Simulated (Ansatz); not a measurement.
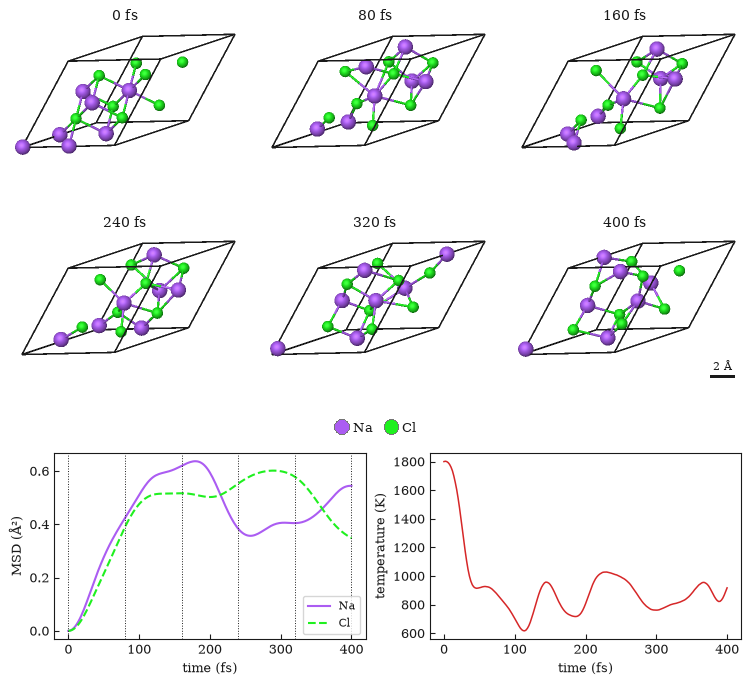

A Born-Oppenheimer molecular dynamics run of NaCl with a Na vacancy (15 atoms in the cell), 400 fs long. Frames and the history of the run. A ball-and-stick model of the reduced simulation cell, seen from a free direction. Atoms that leave the cell re-enter on the other side. Bonds to atoms that aren't drawn are left out. Lengths and directions refer to the drawn axes.

Method: DFT PBE, scalar-relativistic, plane waves, PAW (Ansatz). Run with plane-wave cutoff 420 eV; k-point mesh 2 × 2 × 2; Fermi-Dirac smearing 0.05 eV; low-accuracy preset; constant energy (NVE); velocities drawn for 1800 K; time step 2 fs.

Input file:
```yaml
accuracy: low
crystal:
  lattice:
    - [0.0, 5.903147, 5.903147]
    - [5.903147, 0.0, 5.903147]
    - [5.903147, 5.903147, 0.0]
  atoms:
    - { symbol: Na, position: [0.0, 0.0, 0.0] }
    - { symbol: Cl, position: [0.25, 0.25, 0.25] }
    - { symbol: Cl, position: [0.25, 0.25, 0.75] }
    - { symbol: Na, position: [0.0, 0.5, 0.0] }
    - { symbol: Cl, position: [0.25, 0.75, 0.25] }
    - { symbol: Na, position: [0.0, 0.5, 0.5] }
    - { symbol: Cl, position: [0.25, 0.75, 0.75] }
    - { symbol: Na, position: [0.5, 0.0, 0.0] }
    - { symbol: Cl, position: [0.75, 0.25, 0.25] }
    - { symbol: Na, position: [0.5, 0.0, 0.5] }
    - { symbol: Cl, position: [0.75, 0.25, 0.75] }
    - { symbol: Na, position: [0.5, 0.5, 0.0] }
    - { symbol: Cl, position: [0.75, 0.75, 0.25] }
    - { symbol: Na, position: [0.5, 0.5, 0.5] }
    - { symbol: Cl, position: [0.75, 0.75, 0.75] }
basis:
  ecutwfc: 420.0
kpoints:
  mp_grid: { grid: [2, 2, 2] }
hamiltonian:
  xc: pbe
scf:
  occupations: { method: fermi_dirac, width: 0.05 }
  lower_state_search: "off"
  convergence: { dr2_threshold: 0.1 }
  max_iter: 91
md:
  timestep: 2
  n_steps: 200
  ensemble: nve
  temperature: 1800.0
  initial_velocities: maxwell_boltzmann
  seed: 659252
```

Run as
```bash
ansatz run input.yaml --threads 2 --pin off --max-ram 5120MiB --backend cpu --events-out ev --progress --plain --runs-dir out
```

> What happens in this trajectory?

Root-mean-square distances from the starting positions over the second half, with the common drift of all atoms taken out: Cl 0.72 Å, Na 0.66 Å. Against the typical shortest distance between atoms in the first frame, about 3.0 Å these are large excursions, but over 400 fs one can't yet tell strong vibration from the start of diffusion. The mean temperature in the second half is 887 K (standard deviation 85 K). The potential energy in the second half lies on average 112 meV per atom above the first frame. The total energy stays between −0.15 and 5.9 meV per atom of its start. A straight-line fit has a slope that amounts to +2.4 meV per atom over 400 fs (2.2 % of the mean kinetic energy), its mean offset in the second half is 2.0 %, and the ripple about the line is 3.1 % of the kinetic energy's fluctuation. That is tolerable for a short run, though not tight (an offset or drift over 2 % of the kinetic energy, or a ripple over 7 %). The self-consistency threshold is loose, so the forces are noisy.

Limits of the set-up: the cell has an odd number of electrons but was run without spin polarisation; the k-point mesh is coarse for a cell with partly filled bands; the program's low-accuracy preset was used; the periodic images lie only 8.3 Å apart, so the values are limited by the cell's size.
